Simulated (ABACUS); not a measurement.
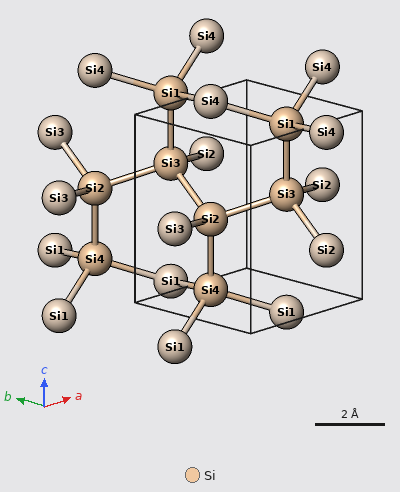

Fig. 1: The structure as given in the input (ball-and-stick view of the cell of the calculation, repeated 1 × 2 × 1, seen at an oblique angle; neighbours outside the cell are drawn fainter; atoms are numbered from 1 in the order of the input). An atom can appear more than once, as a periodic image.

Band-structure run of Si

- system: Si (P6₃/mmc, 4 atoms in the cell)
- method: Kohn-Sham DFT of a periodic cell, LDA, GBRV ultrasoft 1.5 LDA, no spin polarisation (ABACUS 3.10.1)

The structure derives from a Materials Project entry. It belongs to a series of runs on one base structure; here: bands on the converged density.

### The program's output
```
ABACUS v3.10.1

               Atomic-orbital Based Ab-initio Computation at UStc

 ------------------------------------------------------------------------------------

 READING GENERAL INFORMATION
                           global_out_dir = OUT.Si/
                           global_in_card = INPUT
                               pseudo_dir = ./
                              orbital_dir =
                                    DSIZE = 4
                                    GSIZE = 1

 READING UNITCELL INFORMATION
                                    ntype = 1
                  lattice constant (Bohr) = 1.88973
              lattice constant (Angstrom) = 1

 READING ATOM TYPE 1
                               atom label = Si
                      L=0, number of zeta = 1
                      L=1, number of zeta = 1
                      L=2, number of zeta = 1
             number of atom for this type = 4

                        TOTAL ATOM NUMBER = 4
DIRECT COORDINATES
    atom                   x                   y                   z     mag                  vx                  vy                  vz
taud_Si1            0.6666666667        0.3333333333        0.9369905000  0.0000        0.0000000000        0.0000000000        0.0000000000
taud_Si2            0.3333333333        0.6666666667        0.4369905000  0.0000        0.0000000000        0.0000000000        0.0000000000
taud_Si3            0.6666666667        0.3333333333        0.5630095000  0.0000        0.0000000000        0.0000000000        0.0000000000
taud_Si4            0.3333333333        0.6666666667        0.0630095000  0.0000        0.0000000000        0.0000000000        0.0000000000

                          Volume (Bohr^3) = 543.259
                             Volume (A^3) = 80.5026

 Lattice vectors: (Cartesian coordinate: in unit of a_0)
             +3.83132                  +0                  +0
             -1.91566            +3.31802                  +0
                   +0                  +0            +6.33262
 Reciprocal vectors: (Cartesian coordinate: in unit of 2 pi/a_0)
            +0.261007           +0.150692                  -0
                   -0           +0.301385                  -0
                   +0                  -0           +0.157912
 The esolver type has been set to : ksdft_pw

                PAO radial cut off (Bohr) = 10

 Read in pseudopotential file is si_lda_v1.uspp.F.UPF
                     pseudopotential type = US
          exchange-correlation functional = PZ
                 nonlocal core correction = 1
                        valence electrons = 4
                                     lmax = 2
                           number of zeta = 2
                     number of projectors = 6
                           L of projector = 0
                           L of projector = 0
                           L of projector = 1
                           L of projector = 1
                           L of projector = 2
                           L of projector = 2
     initial pseudo atomic orbital number = 16

 SETUP THE ELECTRONS NUMBER
            electron number of element Si = 4
      total electron number of element Si = 16
            AUTOSET number of electrons:  = 16
                           occupied bands = 8
                                   NBANDS = 18
                                   NLOCAL = 36

 SETUP THE PLANE WAVE BASIS
 energy cutoff for charge/potential (unit:Ry) = 160
            fft grid for charge/potential = [ 30, 30, 50 ]
                        fft grid division = [ 1, 1, 1 ]
        big fft grid for charge/potential = [ 45, 45, 72 ]
                                     nbxx = 145800
                                     nrxx = 45000

 SETUP PLANE WAVES FOR CHARGE/POTENTIAL
                    number of plane waves = 18583
                         number of sticks = 583

 PARALLEL PW FOR CHARGE/POTENTIAL
     PROC   COLUMNS(POT)             PW
        1            583          18583
 --------------- sum -------------------
        1            583          18583
                            number of |g| = 949
                                  max |g| = 14.4542
                                  min |g| = 0

 energy cutoff for dense charge/potential (unit:Ry) = 320
      fft grid for dense charge/potential = [ 45, 45, 72 ]
                                     nrxx = 145800

 SETUP PLANE WAVES FOR dense CHARGE/POTENTIAL
                    number of plane waves = 52707
                         number of sticks = 1159

 PARALLEL PW FOR dense CHARGE/POTENTIAL
     PROC   COLUMNS(POT)             PW
        1           1159          52707
 --------------- sum -------------------
        1           1159          52707
                            number of |g| = 2410
                                  max |g| = 28.9377
                                  min |g| = 0

----------- Double Check Mixing Parameters Begin ------------
mixing_type: broyden
mixing_beta: 0.7
mixing_gg0: 1
mixing_gg0_min: 0.1
mixing_ndim: 8
----------- Double Check Mixing Parameters End ------------

 SETUP K-POINTS
                                    nspin = 1
                                   nkstot = 93
K-POINTS DIRECT COORDINATES
 KPOINTS    DIRECT_X    DIRECT_Y    DIRECT_Z  WEIGHT
       1  0.00000000  0.00000000  0.00000000  1.0000
       2  0.05000000  0.00000000  0.00000000  1.0000
       3  0.10000000  0.00000000  0.00000000  1.0000
       4  0.15000000  0.00000000  0.00000000  1.0000
       5  0.20000000  0.00000000  0.00000000  1.0000
       6  0.25000000  0.00000000  0.00000000  1.0000
       7  0.30000000  0.00000000  0.00000000  1.0000
       8  0.35000000  0.00000000  0.00000000  1.0000
       9  0.40000000  0.00000000  0.00000000  1.0000
      10  0.45000000  0.00000000  0.00000000  1.0000
      11  0.50000000  0.00000000  0.00000000  1.0000
      12  0.48333333  0.03333333  0.00000000  1.0000
      13  0.46666667  0.06666667  0.00000000  1.0000
      14  0.45000000  0.10000000  0.00000000  1.0000
      15  0.43333333  0.13333333  0.00000000  1.0000
      16  0.41666666  0.16666666  0.00000000  1.0000
      17  0.40000000  0.20000000  0.00000000  1.0000
      18  0.38333333  0.23333333  0.00000000  1.0000
      19  0.36666666  0.26666666  0.00000000  1.0000
      20  0.35000000  0.30000000  0.00000000  1.0000
      21  0.33333333  0.33333333  0.00000000  1.0000
      22  0.30000000  0.30000000  0.00000000  1.0000
      23  0.26666666  0.26666666  0.00000000  1.0000
      24  0.23333333  0.23333333  0.00000000  1.0000
      25  0.20000000  0.20000000  0.00000000  1.0000
      26  0.16666666  0.16666666  0.00000000  1.0000
      27  0.13333333  0.13333333  0.00000000  1.0000
      28  0.10000000  0.10000000  0.00000000  1.0000
      29  0.06666667  0.06666667  0.00000000  1.0000
      30  0.03333333  0.03333333  0.00000000  1.0000
[... 63 further k points ...]

           k-point number in this process = 24
       minimum distributed K point number = 23

[... K-POINTS CARTESIAN COORDINATES: 24 rows ...]

[... K-POINTS DIRECT COORDINATES: 24 rows ...]

 SETUP PLANE WAVES FOR WAVE FUNCTIONS
     energy cutoff for wavefunc (unit:Ry) = 40
              fft grid for wave functions = [ 30, 30, 50 ]
                    number of plane waves = 3021
                         number of sticks = 163

 PARALLEL PW FOR WAVE FUNCTIONS
     PROC   COLUMNS(POT)             PW
        1            163           3021
 --------------- sum -------------------
        1            163           3021

 SETUP NONLOCAL PSEUDOPOTENTIALS IN PLANE WAVE BASIS
 Si non-local projectors:
 projector 1 L=0
 projector 2 L=0
 projector 3 L=1
 projector 4 L=1
 projector 5 L=2
 projector 6 L=2
      TOTAL NUMBER OF NONLOCAL PROJECTORS = 72

 Init Non-Local PseudoPotential table :
 Init Non-Local-Pseudopotential done.

                                     npwx = 2340

 Make real space PAO into reciprocal space.
       max mesh points in Pseudopotential = 717
     dq(describe PAO in reciprocal space) = 0.01
                                    max q = 763

 number of pseudo atomic orbitals for Si is 2
WARNING: norm of atomic wavefunction # 2 of atomic type Si is 0.99985, renormalized

 -------------------------------------------
 NONSELF-CONSISTENT
 -------------------------------------------
                                 init_chg = file
 try to read charge from file
 Read in the charge density: OUT.Si//Si-CHARGE-DENSITY.restart

 PW ALGORITHM --------------- ION=   1  ELEC=   1--------------------------------
 k(1/93) Iter steps (avg)=14 threshold=1e-07
 k(2/93) Iter steps (avg)=15 threshold=1e-07
 k(3/93) Iter steps (avg)=25 threshold=1e-07
 k(4/93) Iter steps (avg)=17 threshold=1e-07
 k(5/93) Iter steps (avg)=17 threshold=1e-07
 k(6/93) Iter steps (avg)=18 threshold=1e-07
 k(7/93) Iter steps (avg)=20 threshold=1e-07
 k(8/93) Iter steps (avg)=16 threshold=1e-07
 k(9/93) Iter steps (avg)=17 threshold=1e-07
 k(10/93) Iter steps (avg)=18 threshold=1e-07
 k(11/93) Iter steps (avg)=17 threshold=1e-07
 k(12/93) Iter steps (avg)=17 threshold=1e-07
 k(13/93) Iter steps (avg)=17 threshold=1e-07
 k(14/93) Iter steps (avg)=18 threshold=1e-07
 k(15/93) Iter steps (avg)=18 threshold=1e-07
 k(16/93) Iter steps (avg)=14 threshold=1e-07
 k(17/93) Iter steps (avg)=16 threshold=1e-07
 k(18/93) Iter steps (avg)=16 threshold=1e-07
 k(19/93) Iter steps (avg)=26 threshold=1e-07
 k(20/93) Iter steps (avg)=25 threshold=1e-07
 k(21/93) Iter steps (avg)=21 threshold=1e-07
 k(22/93) Iter steps (avg)=16 threshold=1e-07
 k(23/93) Iter steps (avg)=16 threshold=1e-07
 k(24/93) Iter steps (avg)=23 threshold=1e-07
[... levels at 24 k points of this process ...]

 Density error is 0.00000000000
                          Error Threshold = 1.00000000000e-07
----------------------------------------------------------
     Energy           Rydberg                 eV
----------------------------------------------------------
 E_KohnSham     -38.4045252044       -522.5203717649
 E_KS(sigma->0) -38.4044427534       -522.5192499605
 E_Harris       -38.4045252044       -522.5203717649
 E_band         1.1700654494         15.9195571447
 E_one_elec     10.0303654651        136.4701233481
 E_Hartree      2.2854998286         31.0958204471
 E_xc           -17.2300719242       -234.4271551184
 E_Ewald        -33.4901536719       -455.6569168329
 E_entropy(-TS) -0.0001649022        -0.0022436089
 E_descf        0.0000000000         0.0000000000
 E_exx          0.0000000000         0.0000000000
 E_Fermi        0.4688522096         6.3790615708
----------------------------------------------------------

 charge density convergence is achieved
 final etot is -522.52037176 eV
 EFERMI = 6.3790615708 eV

 STATE ENERGY(eV) AND OCCUPATIONS    NSPIN == 1
 1/24 kpoint (Cartesian) = 0.0000 0.0000 0.0000 (2311 pws)
       1       -5.98478      0.0215054
       2       -3.69683      0.0215054
       3       -1.02875      0.0215054
       4        4.69684      0.0215054
       5        4.69684      0.0215054
       6        5.86096      0.0215047
       7        6.21152      0.0207770
       8        6.21152      0.0207770
       9        7.13004    6.45079e-09
      10        8.17578    5.32663e-18
      11        8.17578    5.32663e-18
      12        8.48803    1.03344e-20
      13        9.55631    5.43660e-30
      14        10.3506    6.86271e-37
      15        10.3506    6.86271e-37
      16        12.1328    2.27218e-52
      17        12.1328    2.27217e-52
      18        13.1349    4.49117e-61

 2/24 kpoint (Cartesian) = 0.013050 0.0075346 0.0000 (2309 pws)
       1       -5.95562      0.0215054
       2       -3.66714      0.0215054
       3       -1.01241      0.0215054
       4        4.40216      0.0215054
       5        4.63166      0.0215054
       6        5.81740      0.0215051
       7        5.95726      0.0215007
       8        6.15391      0.0212698
       9        7.37340    4.96412e-11
      10        8.18492    4.43702e-18
      11        8.27233    7.72374e-19
      12        8.51585    5.92377e-21
      13        9.74983    1.13353e-31
      14        10.3609    5.58133e-37
      15        10.4649    6.96754e-38
      16        11.9081    2.03085e-50
      17        12.0724    7.59984e-52
      18        13.3259    9.83494e-63

 3/24 kpoint (Cartesian) = 0.026101 0.015069 0.0000 (2325 pws)
       1       -5.86842      0.0215054
       2       -3.57828      0.0215054
       3      -0.966406      0.0215054
       4        3.76312      0.0215054
       5        4.45980      0.0215054
       6        5.35265      0.0215054
       7        5.68693      0.0215054
       8        5.99980      0.0214945
       9        7.61905    3.64859e-13
      10        8.47634    1.30553e-20
      11        8.52813    4.63434e-21
      12        8.59862    1.13172e-21
      13        9.86302    1.17827e-32
      14        10.7230    3.99699e-40
      15        10.7889    1.06900e-40
      16        11.4327    2.73664e-46
      17        11.9444    9.83995e-51
      18        13.7880    9.54069e-67

 4/24 kpoint (Cartesian) = 0.039151 0.022604 0.0000 (2329 pws)
       1       -5.72398      0.0215054
       2       -3.43092      0.0215054
       3      -0.901443      0.0215054
       4        3.03946      0.0215054
       5        4.22980      0.0215054
       6        4.60568      0.0215054
       7        5.46840      0.0215054
       8        5.78952      0.0215052
       9        7.52835    2.23839e-12
      10        8.73528    7.35695e-23
      11        8.86015    6.05428e-24
      12        9.16684    1.31290e-26
      13        9.67297    5.27229e-31
      14        10.9433    4.88065e-42
      15        11.2808    5.70808e-45
      16        11.4998    7.14480e-47
      17        11.8575    5.59109e-50
      18        13.4267    1.31099e-63

 5/24 kpoint (Cartesian) = 0.052201 0.030138 0.0000 (2327 pws)
       1       -5.52384      0.0215054
       2       -3.22633      0.0215054
       3      -0.841799      0.0215054
       4        2.34577      0.0215054
       5        3.81787      0.0215054
       6        3.98404      0.0215054
       7        5.16873      0.0215054
       8        5.56107      0.0215054
       9        7.35113    7.74939e-11
      10        8.92400    1.68842e-24
      11        9.16297    1.41851e-26
      12        9.41451    9.26755e-29
      13        9.76461    8.43380e-32
      14        10.7246    3.87081e-40
      15        11.8998    2.39770e-50
      16        11.9259    1.42264e-50
      17        12.4025    1.03147e-54
      18        13.0930    1.03790e-60

 6/24 kpoint (Cartesian) = 0.065252 0.037673 0.0000 (2315 pws)
       1       -5.27070      0.0215054
       2       -2.96678      0.0215054
       3      -0.837180      0.0215054
       4        1.76507      0.0215054
       5        3.03432      0.0215054
       6        3.75034      0.0215054
       7        4.80603      0.0215054
       8        5.34123      0.0215054
       9        7.15844    3.65524e-09
      10        9.12750    2.88353e-26
      11        9.19052    8.17568e-27
      12        9.34721    3.56060e-28
      13        9.72344    1.92158e-31
      14        11.2620    8.30713e-45
      15        12.2378    2.78011e-53
      16        12.6141    1.49866e-56
      17        12.8812    7.17046e-59
      18        13.3442    6.83131e-63

[... levels at 18 further k points ...]

 --------------------------------------------
 !FINAL_ETOT_IS -522.5203717649001 eV
 --------------------------------------------

 Output bands in file: OUT.Si/BANDS_1.dat
```

### Standard output
```
ABACUS v3.10.1

               Atomic-orbital Based Ab-initio Computation at UStc

 UNIFORM GRID DIM        : 30 * 30 * 50
 UNIFORM GRID DIM(BIG)   : 45 * 45 * 72
 UNIFORM GRID DIM(DENSE) : 45 * 45 * 72
 ---------------------------------------------------------
 ---------------------------------------------------------
 SPIN    KPOINTS         PROCESSORS  THREADS
 1       93              4           4
 ---------------------------------------------------------
 Use plane wave basis
 ---------------------------------------------------------
 ELEMENT NATOM       XC
 Si      4
 ---------------------------------------------------------
 Initial plane wave basis and FFT box
 ---------------------------------------------------------
 -------------------------------------------
 NONSELF-CONSISTENT :
 -------------------------------------------
 START CHARGE      : file
 ITER       ETOT/eV          EDIFF/eV         DRHO     TIME/s
 DA1     -5.22520372e+02   0.00000000e+00   0.0000e+00   7.04
```

This output came from the following input.

### The input
```
INPUT_PARAMETERS
suffix              Si
calculation         nscf
basis_type          pw
pseudo_dir          ./
symmetry            -1
dft_functional      pz
ecutwfc             40.0
pseudo_rcut         10
nspin               1
nbands              18
ks_solver           dav
smearing_method     fd
smearing_sigma      0.00367493
scf_thr             1e-08
scf_nmax            100
mixing_type         broyden
mixing_beta         0.7
ecutrho             320.0
init_chg            file
pw_diag_thr         1e-07
out_band            1
kpar                4
```

### File STRU
```
ATOMIC_SPECIES
Si 28.0850 si_lda_v1.uspp.F.UPF

LATTICE_CONSTANT
1.8897261246

LATTICE_VECTORS
3.8313174605 0.0000000000 0.0000000000
-1.9156587303 3.3180182508 0.0000000000
0.0000000000 0.0000000000 6.3326220002

ATOMIC_POSITIONS
Direct

Si
0.0
4
0.6666666667 0.3333333333 0.9369905000 1 1 1
0.3333333333 0.6666666667 0.4369905000 1 1 1
0.6666666667 0.3333333333 0.5630095000 1 1 1
0.3333333333 0.6666666667 0.0630095000 1 1 1
```

### File KPT
```
K_POINTS
12
Line
0.00000000 0.00000000 0.00000000 10 // G
0.50000000 0.00000000 0.00000000 10 // M
0.33333333 0.33333333 0.00000000 10 // K
0.00000000 0.00000000 0.00000000 10 // G
0.00000000 0.00000000 0.50000000 10 // A
0.50000000 0.00000000 0.50000000 10 // L
0.33333333 0.33333333 0.50000000 10 // H
0.00000000 0.00000000 0.50000000 1 // A
0.50000000 0.00000000 0.50000000 10 // L
0.50000000 0.00000000 0.00000000 1 // M
0.33333333 0.33333333 0.00000000 10 // K
0.33333333 0.33333333 0.50000000 1 // H
```

Launch command:
```bash
OMP_NUM_THREADS=1 mpirun -np 4 abacus > log
```

### Results in brief

- outcome: converged
- space group (tolerance 0.01 Å): P6₃/mmc (194)
- electrons treated: 16
- Fermi energy: 6.357 eV
- gap on the band path: 0.31 eV
- hardware: 4 threads of Intel Xeon (Granite Rapids), 32 GiB of memory available, shared host
- wall time: 8.5 s (CPU time 34 s)
- peak memory: 1 GiB
